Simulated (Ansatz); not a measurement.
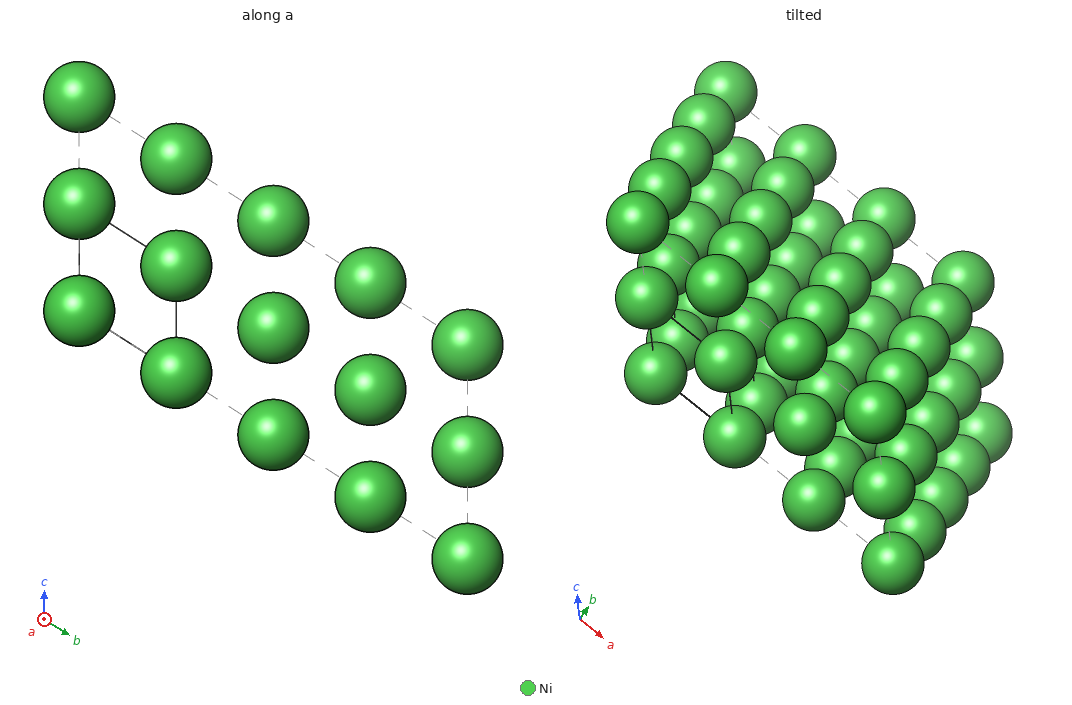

An orthographic spheres-only view of the structure, along the a axis and slightly off an axis. Shown are 3×4×2 repeats of the simulation cell, one of them outlined in solid lines.

Input deck:
```yaml
crystal:
  lattice:
    - [-1.2730182324, 1.2730182324, 1.4944127076]
    - [1.2730182324, -1.2730182324, 1.4944127076]
    - [1.2730182324, 1.2730182324, -1.4944127076]
  atoms:
    - { symbol: Ni, position: [0.0, 0.0, 0.0], spin: 0.59 }
basis:
  ecutwfc: 420
kpoints:
  mp_grid: { grid: [24, 24, 24] }
hamiltonian:
  xc: pbe
scf:
  occupations: { method: gaussian, width: 0.15 }
output:
  forces: true
  stress: true
  eigenvalues: true
  populations: true
magnetization:
  spin_polarized: true
```

Results below were computed with DFT PBE, scalar-relativistic, plane waves, PAW in Ansatz 0.2.0; the settings were a cutoff energy of 420 eV, the zone sampled with 24×24×24 points, Gaussian smearing of 0.15 eV, collinear spins.

**What does the calculation say: metal or gapped?**

A metal: bands cross the Fermi level.

**What is the pressure at this volume?**

The computed pressure is 32.4 GPa (compressed: it would expand). The stress isn't hydrostatic: its largest component is 40.5 GPa.

**Does the cell carry magnetic moments?**

Yes: the net moment is 0.6 μB and the absolute magnetisation 0.6 μB for the cell drawn.

It goes back to a structure listed in the Materials Project. The cell was then strained or its atoms displaced on purpose. It was run through Ansatz as a DFT input.

At this level of theory the cell isn't at rest (compressed, at 32 GPa), so its distances can differ from those at equilibrium, the more so the softer the solid, and its magnetic state may change on relaxation.
